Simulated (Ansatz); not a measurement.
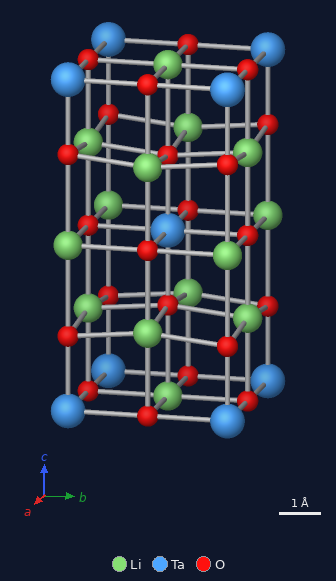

Normal modes of solid Li₃TaO₄, space group I4/mmm (No. 139), at the zone centre. The picture is a ball-and-stick view of the conventional cell (2 times the calculation's cell), seen slightly off an axis. Lengths and directions refer to the drawn axes.

Computed with DFT PBEsol, scalar-relativistic, plane waves, PAW (Ansatz). Settings: plane-wave cutoff 420 eV; k-point mesh 10 × 10 × 10; occupations gaussian; smearing width 0.05 eV; no spin polarisation.

Frequencies are those without the non-analytic (LO–TO) term.

> Give the spectrum at this point.

The calculation's cell holds 8 atoms, so there are 21 optical modes, in 14 levels. The optical modes span 4A₂u + 5E_u + B₂u + 2E_g + B₁g + A₁g. One level is unstable (imaginary frequency).

| level | symmetry | frequency (cm⁻¹) | activity |
| --- | --- | --- | --- |
| 1 | A₂u | 167i | infrared-active |
| 2 | E_u | 77 | infrared-active |
| 3 | E_u | 300 | infrared-active |
| 4 | A₂u | 351 | infrared-active |
| 5 | E_u | 357 | infrared-active |
| 6 | B₂u | 360 | silent |
| 7 | E_g | 395 | Raman-active |
| 8 | B₁g | 400 | Raman-active |
| 9 | E_g | 411 | Raman-active |
| 10 | A₂u | 421 | infrared-active |
| 11 | E_u | 449 | infrared-active |
| 12 | E_u | 532 | infrared-active |
| 13 | A₂u | 583 | infrared-active |
| 14 | A₁g | 701 | Raman-active |

The modes drawn as arrows (one member of each degenerate set), 6 of the levels:

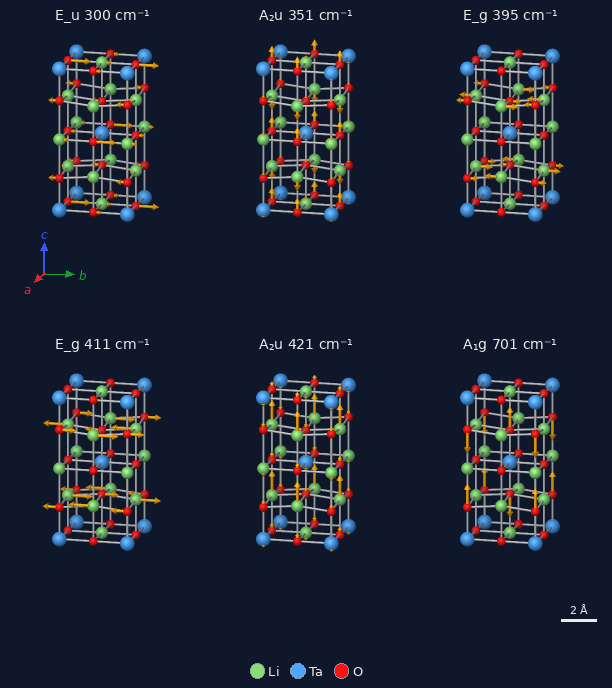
